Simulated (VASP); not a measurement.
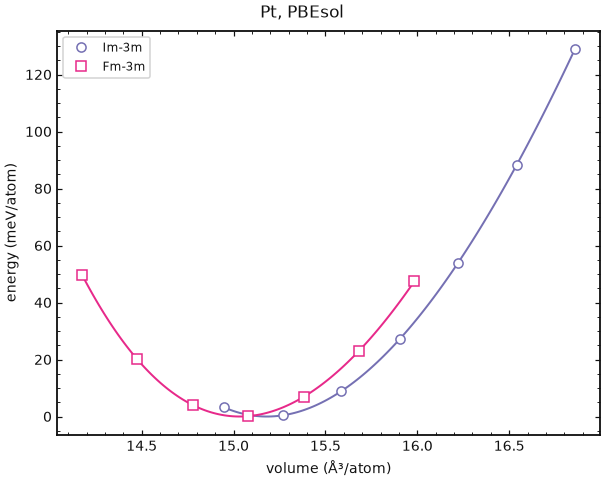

The plot gives the computed energy against volume, with one curve for each structure, for Pt. Each energy curve has its own zero, so the curves don't rank the structures.

How it was computed, with VASP 6.6.1: plane-wave DFT, no spin polarisation; energies at scaled volumes of the given cell, shape and fractions fixed, counted from the fit's minimum, third-order Birch-Murnaghan fit. Level: PBEsol.

k mesh 12×12×12; occupations Fermi–Dirac; smearing width 0.05 eV; potentials VASP PAW PBE potentials, recommended; wave cutoff 520 eV.

The numbers behind the figure:

Im-3m:
```tsv
volume (Å³/atom)	energy (meV/atom)
14.95	3
15.27	0
15.59	9
15.90	27
16.22	54
16.54	88
16.86	129
```

Fm-3m:
```tsv
volume (Å³/atom)	energy (meV/atom)
14.18	49.74
14.48	20.01
14.78	4.03
15.08	0.12
15.38	6.90
15.68	23.07
15.98	47.50
```

Limits of the calculation: spin-orbit coupling left out, heavy elements.
